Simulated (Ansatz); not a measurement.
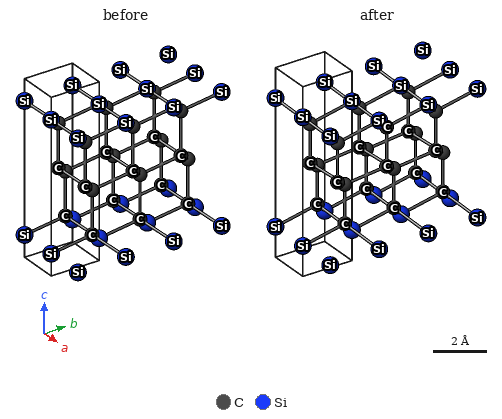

The structure of crystalline SiC2 (a generated structure, set up in P-3m1) before (left) and after (right) a relaxation, at one scale.

A ball-and-stick model of the cell of the calculation, repeated 2 × 3 × 1 with one cell outlined, seen slightly off an axis.

These are results of DFT, PBE, plane waves, PAW (Ansatz 0.2.0), not measurements. Set-up: plane-wave cutoff 420 eV; k-point mesh 12 × 12 × 4; occupations fermi dirac; smearing width 0.02 eV; no spin polarisation; cell and atoms relaxed; force threshold 0.005 eV/Å.

> What changed between the two?

After 10 accepted moves (12 points after the start) the energy has fallen by 943 meV per atom. The largest force component goes from 17 to 0.00055 eV/Å. Pressure: 53.88 GPa at the start and 0.00 GPa at the end. At 2 points the geometry stayed and the basis and grid were re-selected for the new cell (energy shift of 4.1 meV per atom at most each time). The largest moves relative to the cell, 0.36 Å, are those of C atoms. Largest moves by element: C 0.36 Å, Si 0.27 Å. The drawn cell changes as follows: a = b 2.863 → 2.932 Å (+2.4 %), c 7.013 → 7.447 Å (+6.2 %); the volume changes by +11.4 %. Among the contacts that change: Si–Si 1.753 → 2.396 Å, C–C 1.753 → 1.540 Å, C–Si 1.753 → 1.837 Å, C–C 1.753 → 1.778 Å. Among the angles between lasting bonds that change: C–Si–C 109.5° → 105.9°, Si–C–Si 109.5° → 105.9°, Si–Si–C 109.5° → 112.9°. The space group stays P-3m1 (No. 164).
